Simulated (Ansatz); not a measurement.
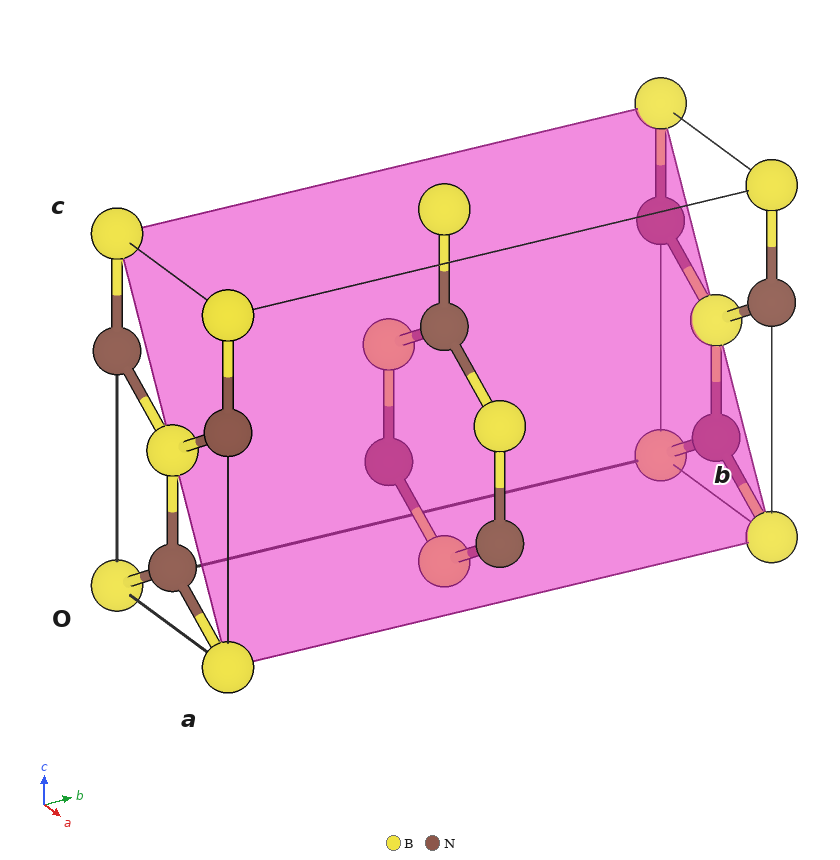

Crystal: BN, the input geometry of an electronic-structure calculation (not necessarily at equilibrium). Every member of one family of equally spaced planes, hx + ky + lz = a whole number, that cuts the unit cell is shaded (one member passes through the origin O, touching the cell only at an edge or corner). Symmetry computed with spglib at a tolerance of 0.002 Å; standard conventional cell.

a = 2.503 Å, b = 6.991 Å, c = 4.332 Å, α = 90.00°, β = 90.00°, γ = 90.00°.

Q: Which (hkl) family is drawn?

A: (1 0 1); the opposite sign names the same planes. The member next to the origin meets the axes a at 1, b never, c at 1.

Q: What is the spacing?

A: d = 2.167 Å.

Q: Which atoms of the cell lie in these planes (within 0.03 Å)?

A: 2 of the 4 B.

Q: The space group is Fmm2 (No. 42). How many reflections hkl are equivalent to this one (itself included), and does it occur?

A: 4 reflections are equivalent in the Laue class mmm. The reflection is systematically absent, by the centring.
